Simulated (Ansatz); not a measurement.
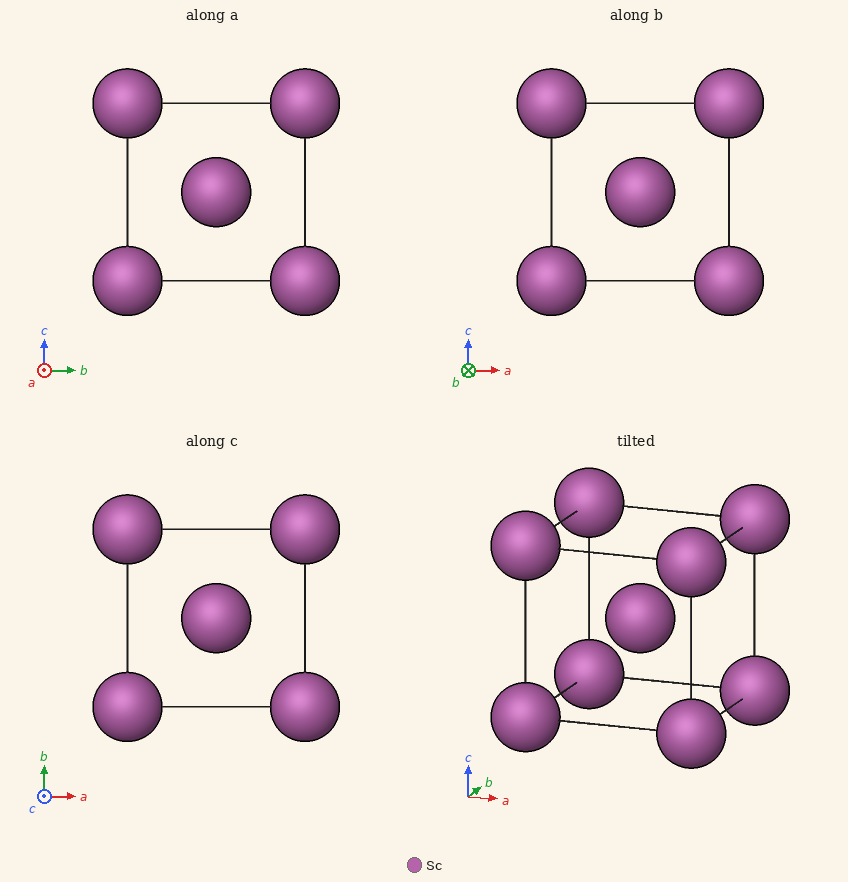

This spheres-only model is shown along the a axis, along the b axis, along the c axis and slightly off an axis. The wireframe shows the conventional unit cell.

Lattice parameters: a = 3.686 Å, b = 3.686 Å, c = 3.686 Å, α = 90.00°, β = 90.00°, γ = 90.00°.

**Set out the cell and atoms as a table of Wyckoff sites.**

Space group Im-3m (No. 229).
| atom | site | x | y | z |
| --- | --- | --- | --- | --- |
| Sc | 2a | 0.0000 | 0.0000 | 0.0000 |

The initial geometry was a structure type filled with this element by a generator (whether the element takes this form wasn't checked). Earlier steps of the study may have refined or changed the cell and positions. It was run through Ansatz as a DFT input.
